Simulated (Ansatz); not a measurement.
## Geometry relaxation of Ag (part 2 of 2)

The same run, continued: Ag (slab, 8 atoms in the cell); DFT PBEsol, scalar-relativistic, plane waves, PAW, no spin polarisation (Ansatz 0.2.0); cutoff 420 eV, 12×12×1 k-mesh, Gaussian smearing of 0.1 eV. The structure derives from an entry of the Crystallography Open Database. It belongs to a series of runs on one base structure; here: (0 0 1) slab, atoms relaxed.

Geometry of the input (Å; fractional positions):
```
2.8710  0.0000  0.0000
-1.4355  2.4863  0.0000
0.0000  0.0000  31.3416
Ag 0.3333  0.6667  0.2393
Ag 0.0000  0.0000  0.3138
Ag 0.6667  0.3333  0.3883
Ag 0.0000  0.0000  0.4628
Ag 0.3333  0.6667  0.5372
Ag 0.0000  0.0000  0.6117
Ag 0.6667  0.3333  0.6862
Ag 0.0000  0.0000  0.7607
```

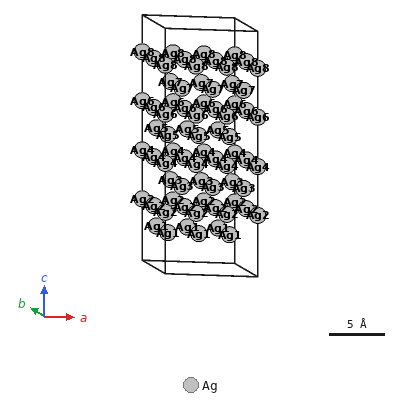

*The geometry at step 2 of the log (spheres-only view of the 3 × 2 repeat of the cell, with the vacuum cut short, seen slightly off an axis; atoms are numbered from 1 in the order of the input).*

Log, continued:
```
SCF iter   1: F=—  HF=-60177.008220 eV  |F-HF|=—  |Δ(HF+E_count)|=         —  Δρ=4.67e-4  dr2=4.79e-4  ethr=3.22e-6  p=-0.000 e·Å  D=-1.84e-4 V/Å  ΔV_dip=0.01 eV  dr2_dipole=2.84e-6  V_vac-E_F(+/−)=4.57/4.56 eV  ⟨swp⟩=3.1  Hψ=3528  notcnv=0  defer=159
efield: sawtooth ramp at fractional position 0.9800 (handed on by an earlier solve), width 0.0400; the density the first Hamiltonian is built on has a dipole p = -0.000 e·Å; the dipole correction subtracts the counter field D = -1.84e-4 V/Å, which shifts the + side's vacuum level by +0.01 eV against the − side's; the planar-averaged density in the ramp window peaks in size at 1.0e-6 e/Å³
preconditioner: auto → LDOS  [metal: Δε(μ)=0.014 eV  Ē_g=10.274 eV  σ=0.100 eV  W_gap=0.08  n_scr=42 (ndim 8)  ℏωp=23.3 eV  f_vac=0.385  D(μ)=4.01/eV (n_scr^D=16)  β→1.0]
SCF iter   2: F=—  HF=-60177.008172 eV  |F-HF|=—  |Δ(HF+E_count)|=   4.77e-5  Δρ=3.96e-4  dr2=8.21e-4  ethr=3.15e-7  p=-0.000 e·Å  D=-1.98e-4 V/Å  ΔV_dip=0.01 eV  dr2_dipole=1.81e-6  V_vac-E_F(+/−)=4.57/4.56 eV  ⟨swp⟩=3.0  Hψ=3485  notcnv=0  defer=159
SCF iter   3: F=—  HF=-60177.008048 eV  |F-HF|=—  |Δ(HF+E_count)|=   1.24e-4  Δρ=9.53e-5  dr2=8.81e-5  ethr=3.15e-7  p=-0.000 e·Å  D=-1.73e-4 V/Å  ΔV_dip=0.01 eV  dr2_dipole=2.25e-6  V_vac-E_F(+/−)=4.57/4.57 eV  ⟨swp⟩=2.0  Hψ=2540  notcnv=0  defer=159
SCF iter   4: F=—  HF=-60177.008338 eV  |F-HF|=—  |Δ(HF+E_count)|=   2.90e-4  Δρ=9.96e-5  dr2=4.09e-5  ethr=5.79e-8  p=-0.000 e·Å  D=-1.68e-4 V/Å  ΔV_dip=0.01 eV  dr2_dipole=4.97e-7  V_vac-E_F(+/−)=4.57/4.57 eV  ⟨swp⟩=2.1  Hψ=2739  notcnv=0  defer=159
SCF iter   5: F=—  HF=-60177.008332 eV  |F-HF|=—  |Δ(HF+E_count)|=   6.03e-6  Δρ=2.39e-5  dr2=4.97e-6  ethr=2.69e-8  p=-0.000 e·Å  D=-1.54e-4 V/Å  ΔV_dip=0.00 eV  dr2_dipole=1.48e-7  V_vac-E_F(+/−)=4.57/4.57 eV  ⟨swp⟩=2.0  Hψ=2728  notcnv=0  defer=159
SCF iter   6: F=-60177.008332 eV  HF=-60177.008332 eV  |F-HF|=7.01e-8  |Δ(HF+E_count)|=   3.49e-7  Δρ=4.21e-6  dr2=9.50e-8  ethr=6.58e-11  p=-0.000 e·Å  D=-1.47e-4 V/Å  ΔV_dip=0.00 eV  dr2_dipole=1.48e-8  V_vac-E_F(+/−)=4.57/4.57 eV  ⟨swp⟩=16.0  Hψ=14783  notcnv=0
SCF 3 converged in 6 iterations: F = -60177.008332 eV  dr2 = 9.50e-8
relax step   3: F+E_penalty+E_count = -60177.00833187 eV  Δ(F+E_penalty+E_count) = -5.653e-4 eV  max|allowed force component| = 1.198e-3 eV/Å  Δτ_max = 0.0125 Å  (6 SCF iters, accepted)
WARN: The output density's exchange-correlation potential varies sharply where the density is thin. Do not read a vacuum level from v_tot or v_xc, or from such a field of the output density. On a cell that repeats whose density bears no net charge and no dipole along the vacuum's axis use v_es (v_loc + v_h of the components); under efield.dipole_correction with no amplitude use v_es + v_field, which holds any external_charges[].barrier, or the levels of the report's work_function block, which leave it out; under a non-zero efield.amplitude the vacuum is tilted and has no level; on a cell that repeats and bears such a dipole with no correction it is tilted too, and efield.dipole_correction with no amplitude gives each side of its ramp a level where efield: is served; in a cell that repeats whose density bears a net charge (total_charge, or a fill off its count) it is curved and has none; of a slab under crystal.periodic whose density bears no net charge use v_es, which has a level on each side, short of where the two are joined; of another it falls or rises all the way out and has none; of a slab beside external_charges read slab_vacuum_level instead, which it has where they leave it neutral. The grid or the basis barely resolves most such structure, and the values can differ between equally converged runs; as a rule a tighter scf.convergence.dr2_threshold does not remove it. Where the density itself ripples (under the LDA too) a higher basis.ecutwfc lessens it. The files hold the spikes' plane waves up to the density's cutoff. Files: v_tot_of_output_density and the like, and their columns of v_z.tsv (output.write_potential); v_xc_of_output_density and the like, and their columns of v_comp_z.tsv (output.write_potential_components). Measured: with its Gaussian average of σ = 0.25 Å subtracted twice, the exchange-correlation potential is over 0.1 eV at 252 of the grid points where the equally averaged density (valence and model cores) is under 1e-3 e/Å³, and 0.276 eV at the most among them, at an averaged density of 2.5e-8 e/Å³. The input density's (outcome.potential() and, of a run that writes arrays, v_tot and v_xc) is over 0.1 eV, so measured, at 61 points of its own thin density, 0.406 eV at the most. See output.write_potential in the manual, Limitations
SCF converged after 6 iterations
Free energy (F): -60177.008332 eV
Harris-Foulkes:  -60177.008332 eV  (|F-HF|=7.01e-8)
Internal energy: -60176.988328 eV  (E = F + TS)
E sigma→0 (E₀):  -60176.998330 eV
Entropy (-TS):   -0.020004 eV (-2.500 meV/atom)
Fermi energy:    8.702791 eV
Dipole field:    D = 0.000008 V/Å  (p = 0.000010 e·Å, saw-weighted, corrected)
Work function:   Φ+ = 4.5704 eV   Φ− = 4.5706 eV
Levels:          The Fermi level and band energies are counted from a zero that moves with the ramp; work functions are not
--- Per-component energies (eV) ---
  E_band       = -3176.127053
  E_kinetic    = 4219.541071
  E_local      = -273285.001095  (includes V_loc(G=0)·N_el)
  E_nonlocal   = 660.664457
  E_hartree    = 135196.674405
  E_xc         = -1468.873710
  E_vxc        = -1874.104514  (∫ρ·V_xc dr)
  E_paw        = -30676.964544  (= ΣΔE_a)
  E_vpaw       = -3290.651579  (= ΣTr[D̂ρ^β])
  E_aug_tail   = 0.002377  (compensation charges beyond the density's cutoff)
  E_efield     = 0.000000  (sawtooth field / dipole correction)
  E_vefield    = 0.000000  (∫n·V_field dr)
  E_ewald      = 105174.386798
  E_core_change = 2.581912  (= ΣΔE_core)
  E_smearing   = -0.020004  (= −TS)
  E_closure    = 0.000000  (closes the sum)
  Σ components = -60177.008332   (vs F -60177.008332, Δ=0.00e0)
--- Forces (eV/Å), atoms counted from 1 ---
  atom   1  Ag     0.00000000     0.00000000     0.00026578
  atom   2  Ag     0.00000000    -0.00000000    -0.00112465
  atom   3  Ag     0.00000000    -0.00000000     0.00088359
  atom   4  Ag    -0.00000000    -0.00000000    -0.00028943
  atom   5  Ag    -0.00000000     0.00000000     0.00018802
  atom   6  Ag     0.00000000     0.00000000    -0.00090719
  atom   7  Ag     0.00000000    -0.00000000     0.00119663
  atom   8  Ag     0.00000000     0.00000000    -0.00022217
  max |Σ_I F_I| component: 9.44e-6 eV/Å
--- Band table (eV; the first three rows and the last of 19) ---
  k-point 0: bands = ["-83.1845", "-83.1758", "-83.1725", "-83.1575", "-83.1151", "-83.0955", "-83.0000", "-82.9867", "-46.7464", "-46.7261", "-46.7062", "-46.6546", "-46.6158", "-46.6158", "-46.6067", "-46.6067", "-46.6039", "-46.6039", "-46.5892", "-46.5851", "-46.5851", "-46.5697", "-46.5383", "-46.5383", "-46.5183", "-46.5183", "-46.4736", "-46.4600", "-46.4451", "-46.4451", "-46.4325", "-46.4325", "0.8321", "1.1428", "1.6139", "2.1126", "2.2386", "2.2916", "2.4277", "2.4447", "3.8486", "3.8805", "3.9061", "3.9061", "3.9123", "3.9123", "3.9307", "3.9612", "3.9612", "4.0128", "4.0128", "4.0716", "4.0837", "4.0837", "4.1119", "4.1119", "4.2159", "4.2159", "4.2494", "4.2494", "4.6658", "4.8312", "4.8312", "4.9339", "4.9339", "5.0440", "5.0440", "5.2059", "5.2059", "5.4392", "5.4392", "5.5524", "5.5524", "5.6890", "5.6935", "5.6935", "5.7735", "5.7735", "6.9440", "8.3360", "8.6937", "12.8942", "12.9421", "13.7524", "14.1263", "15.5799", "15.7160", "17.7590", "17.8286", "20.2260", "20.2862", "22.7183"]
  k-point 1: bands = ["-83.1837", "-83.1749", "-83.1716", "-83.1566", "-83.1143", "-83.0947", "-82.9992", "-82.9859", "-46.7429", "-46.7237", "-46.7050", "-46.6560", "-46.6258", "-46.6182", "-46.6163", "-46.6131", "-46.6093", "-46.6063", "-46.5978", "-46.5873", "-46.5835", "-46.5702", "-46.5467", "-46.5404", "-46.5269", "-46.5205", "-46.4729", "-46.4593", "-46.4540", "-46.4474", "-46.4414", "-46.4348", "1.0257", "1.3310", "1.7951", "2.2842", "2.3611", "2.4238", "2.5723", "2.5997", "3.7369", "3.7635", "3.8055", "3.8440", "3.8832", "3.9186", "3.9838", "3.9872", "4.0072", "4.0078", "4.0576", "4.0602", "4.0976", "4.1618", "4.1694", "4.1946", "4.1979", "4.2141", "4.3106", "4.3429", "4.4456", "4.7380", "4.7716", "4.8512", "4.8995", "4.9650", "5.0379", "5.1115", "5.2066", "5.2299", "5.3668", "5.4346", "5.4685", "5.5604", "5.7062", "5.7218", "5.7867", "6.3678", "7.4340", "8.7071", "9.1575", "12.9966", "13.1050", "13.8930", "14.2698", "15.7215", "15.8682", "17.9053", "17.9838", "20.3777", "20.4428", "22.8792"]
  k-point 2: bands = ["-83.1813", "-83.1723", "-83.1692", "-83.1545", "-83.1122", "-83.0925", "-82.9969", "-82.9836", "-46.7334", "-46.7175", "-46.7023", "-46.6643", "-46.6514", "-46.6424", "-46.6325", "-46.6247", "-46.6199", "-46.6162", "-46.6129", "-46.5933", "-46.5832", "-46.5741", "-46.5674", "-46.5497", "-46.5462", "-46.5265", "-46.4787", "-46.4708", "-46.4660", "-46.4572", "-46.4536", "-46.4410", "1.5598", "1.8340", "2.2492", "2.6230", "2.7083", "2.7278", "2.9003", "2.9672", "3.5129", "3.5609", "3.5984", "3.6667", "3.7241", "3.7435", "3.8044", "3.9424", "4.0174", "4.1168", "4.1626", "4.2145", "4.2299", "4.2657", "4.2806", "4.3321", "4.3556", "4.4001", "4.4064", "4.4372", "4.5420", "4.5459", "4.6003", "4.7203", "4.7451", "4.8525", "4.8863", "4.9988", "5.0389", "5.2062", "5.2407", "5.4253", "5.5754", "5.6084", "5.7336", "5.8192", "6.2217", "7.1364", "8.2952", "9.5774", "10.2650", "13.3037", "13.5933", "14.3480", "14.7042", "16.1594", "16.3250", "18.3430", "18.4444", "20.8112", "20.8956", "21.2921"]
  k-point 18: bands = ["-83.1699", "-83.1600", "-83.1577", "-83.1440", "-83.1020", "-83.0820", "-82.9860", "-82.9727", "-46.7205", "-46.7159", "-46.7138", "-46.7119", "-46.7082", "-46.7025", "-46.7018", "-46.6897", "-46.6868", "-46.6741", "-46.6586", "-46.6552", "-46.6183", "-46.6129", "-46.6080", "-46.6009", "-46.5938", "-46.5859", "-46.5394", "-46.5354", "-46.5270", "-46.5232", "-46.4636", "-46.4495", "2.8675", "2.8724", "2.9635", "3.0578", "3.0686", "3.1380", "3.2276", "3.2360", "3.2544", "3.3953", "3.5047", "3.5139", "3.5824", "3.5925", "3.6225", "3.9548", "3.9745", "4.0197", "4.0257", "4.0815", "4.0917", "4.3479", "4.3527", "4.3645", "4.3714", "4.7075", "4.7377", "4.7390", "5.0018", "5.0955", "5.1407", "5.2493", "5.4823", "5.5444", "5.5992", "5.6765", "5.6813", "5.7199", "5.7329", "5.7603", "11.9749", "11.9904", "11.9945", "12.2010", "12.2618", "12.3837", "12.5435", "12.7831", "12.9588", "13.0937", "13.3592", "13.6925", "14.6031", "14.6529", "14.6686", "15.3159", "15.4591", "15.6323", "16.1174", "16.5523"]
--- Relaxed structure (3 steps of the walk, 3 accepted, 0 SCFs on fresh bases) ---
  F+E_penalty+E_count = -60177.00833187 eV   max|allowed force component| = 1.198e-3 eV/Å
  atoms:
    - { symbol: Ag, position: [0.33333333333333337, 0.6666666666666667, 0.24005845390216612] }
    - { symbol: Ag, position: [4.98190817335432e-30, 2.491349574131373e-30, 0.31431570084977184] }
    - { symbol: Ag, position: [0.6666666666666667, 0.33333333333333337, 0.388318995092691] }
    - { symbol: Ag, position: [-1.3794891398664453e-30, -6.898751474569101e-31, 0.46260983846804044] }
    - { symbol: Ag, position: [0.33333333333333337, 0.6666666666666667, 0.5373408446376301] }
    - { symbol: Ag, position: [-9.043828112896003e-31, -4.525342903489755e-31, 0.6116328583141877] }
    - { symbol: Ag, position: [0.6666666666666667, 0.33333333333333337, 0.6856299681272959] }
    - { symbol: Ag, position: [-5.705777274216945e-30, -2.8532608147376943e-30, 0.7600933406082166] }
```

Trajectory as extended XYZ (Å, eV, eV/Å), 3 frames, from step=1 to step=3:
```
8
Lattice="2.8710 0.0000 0.0000 -1.4355 2.4863 0.0000 0.0000 0.0000 31.3416" Properties=species:S:1:pos:R:3:forces:R:3 step=1 energy=-60177.00721
Ag    0.0000    1.6575    7.5000    0.0000   0.0000   0.0230
Ag    0.0000    0.0000    9.8345    0.0000   0.0000   0.0305
Ag    1.4355    0.8288   12.1690    0.0000   0.0000  -0.0296
Ag    0.0000    0.0000   14.5035    0.0000   0.0000  -0.0469
Ag    0.0000    1.6575   16.8381    0.0000   0.0000   0.0450
Ag    0.0000    0.0000   19.1726    0.0000   0.0000   0.0317
Ag    1.4355    0.8288   21.5071    0.0000   0.0000  -0.0498
Ag    0.0000    0.0000   23.8416    0.0000   0.0000  -0.0039
8
Lattice="2.8710 0.0000 0.0000 -1.4355 2.4863 0.0000 0.0000 0.0000 31.3416" Properties=species:S:1:pos:R:3:forces:R:3 step=2 energy=-60177.00777
Ag    0.0000    1.6575    7.5363    0.0000   0.0000  -0.0105
Ag    0.0000    0.0000    9.8604    0.0000   0.0000  -0.0293
Ag    1.4355    0.8288   12.1694    0.0000   0.0000   0.0264
Ag    0.0000    0.0000   14.4944    0.0000   0.0000   0.0364
Ag    0.0000    1.6575   16.8443    0.0000   0.0000  -0.0323
Ag    0.0000    0.0000   19.1701    0.0000   0.0000  -0.0309
Ag    1.4355    0.8288   21.4787    0.0000   0.0000   0.0400
Ag    0.0000    0.0000   23.8127    0.0000   0.0000   0.0002
8
Lattice="2.8710 0.0000 0.0000 -1.4355 2.4863 0.0000 0.0000 0.0000 31.3416" Properties=species:S:1:pos:R:3:forces:R:3 step=3 energy=-60177.00833
Ag    0.0000    1.6575    7.5238    0.0000   0.0000   0.0003
Ag    0.0000    0.0000    9.8512    0.0000   0.0000  -0.0011
Ag    1.4355    0.8288   12.1705    0.0000   0.0000   0.0009
Ag    0.0000    0.0000   14.4989    0.0000   0.0000  -0.0003
Ag    0.0000    1.6575   16.8411    0.0000   0.0000   0.0002
Ag    0.0000    0.0000   19.1696    0.0000   0.0000  -0.0009
Ag    1.4355    0.8288   21.4887    0.0000   0.0000   0.0012
Ag    0.0000    0.0000   23.8225    0.0000   0.0000  -0.0002
```

Summary:

- outcome: converged
- electrons treated: 152
- free energy: −60177.0083 eV
- work function, top face: 4.57 eV
- work function, bottom face: 4.57 eV
- Fermi energy: 8.703 eV
- gap on the k-point mesh: none (metallic)
- final volume: 223.72 Å³
- work function (upper face): 4.57 eV
- largest force (length of the vector) at the end: 0.001 eV/Å
- hardware: 2 threads of Intel Xeon @ 2.90GHz (Ice Lake), 32 GiB of memory available, shared host
- wall time: 54 s (CPU time 1.8 min)
- peak memory: 0.73 GiB

Remarks:

Warnings of the run: the exchange-correlation potential is rough where the density is thin.
